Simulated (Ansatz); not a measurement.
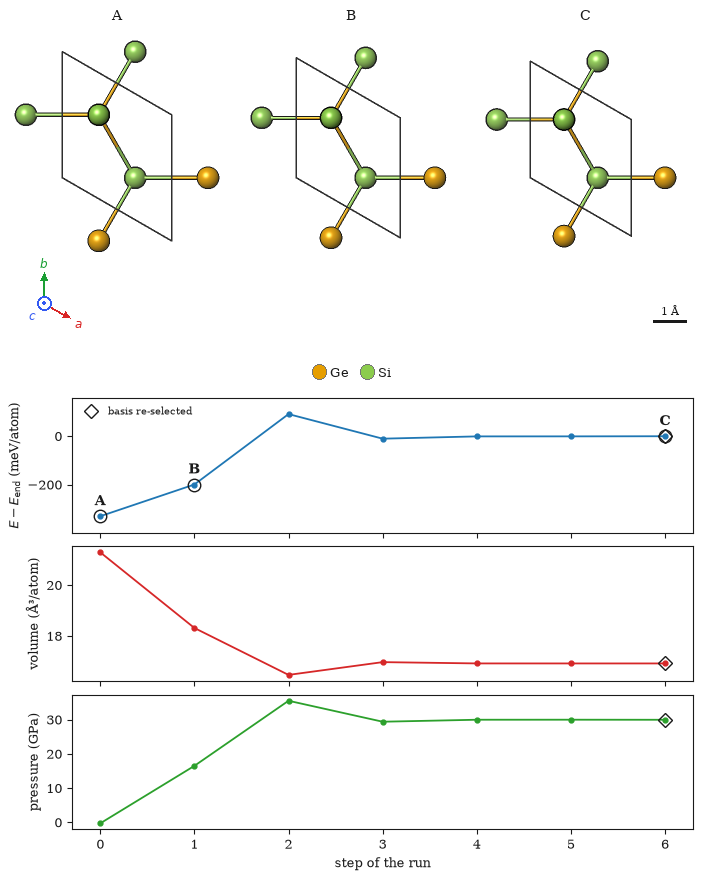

Frames of a relaxation of crystalline SiGe (set up in P6_3mc), marked on the history of the run. The picture is a ball-and-stick view of the cell of the calculation, seen along the c axis.

The run lets cell and atoms move.

The calculation used Kohn-Sham DFT of a periodic cell, PBEsol, Ansatz PAW (Ansatz).

The input:
```yaml
crystal:
  lattice:
    - [3.9044512986, 0.0, 0.0]
    - [-1.9522256493, 3.3813540124, 0.0]
    - [0.0, 0.0, 6.450783]
  atoms:
    - { symbol: Ge, position: [0.3333333333, 0.6666666667, 0.000392] }
    - { symbol: Ge, position: [0.6666666667, 0.3333333333, 0.500392] }
    - { symbol: Si, position: [0.3333333333, 0.6666666667, 0.374607] }
    - { symbol: Si, position: [0.6666666667, 0.3333333333, 0.874607] }
hamiltonian:
  xc: pbesol
  pseudopotentials: { kind: paw }
kpoints:
  mp_grid: { grid: [8, 8, 4] }
scf:
  occupations: { method: fermi_dirac, width: 0.05 }
output:
  forces: true
  stress: true
  eigenvalues: true
relax:
  f_tol: 0.01
  max_steps: 40
  cell: { stress_tol: 0.05, p_target: 30.0 }
```

Command:
```bash
ansatz run input.yaml --threads 2 --pin off --max-ram 5632MiB --backend cpu --events-out ev --progress --plain --runs-dir out
```

**What happens along the run?**

The largest moves relative to the cell, 0.008 Å, are those of Ge and Si atoms. Largest moves by element: Ge 0.008 Å, Si 0.008 Å. The drawn cell changes as follows: a = b 3.904 → 3.609 Å (−7.6 %), c 6.451 → 6.000 Å (−7.0 %); the volume changes by −20.5 %. Near-neighbour distances that change, for instance: Ge–Si 2.414 → 2.230 Å, Ge–Si 2.396 → 2.222 Å. The space group stays P6_3mc (No. 186). After 5 accepted moves (6 points after the start) the energy has risen by 330 meV per atom. With the target pressure of 30 GPa, the enthalpy E + pV changes by −488 meV per atom. Largest force component: 0.011 eV/Å at the start, 0.00067 eV/Å at the end. The pressure goes from −0.26 to 29.98 GPa. The SCF was repeated once at an unchanged geometry on a basis and grid sized afresh for the cell, which shifted the energy by 0.5 meV per atom at most. From step 0 to 1: volume −14.0 %, energy +131 meV per atom. From step 1 to 6: volume −7.6 %, energy +199 meV per atom.

```
step  E − E(0), meV/atom  largest force component, eV/Å  pressure, GPa  volume, Å³/atom                      note
   0                0.00                         0.0105          -0.26           21.291                          
   1              130.87                         0.0088          16.52           18.317                          
   2              421.24                         0.0336          35.53           16.473                          
   3              319.85                         0.0210          29.41           16.975                          
   4              329.29                         0.0091          29.99           16.923                          
   5              329.39                         0.0007          30.00           16.923                          
   6              329.91                         0.0007          29.98           16.923  same geometry, new basis
```
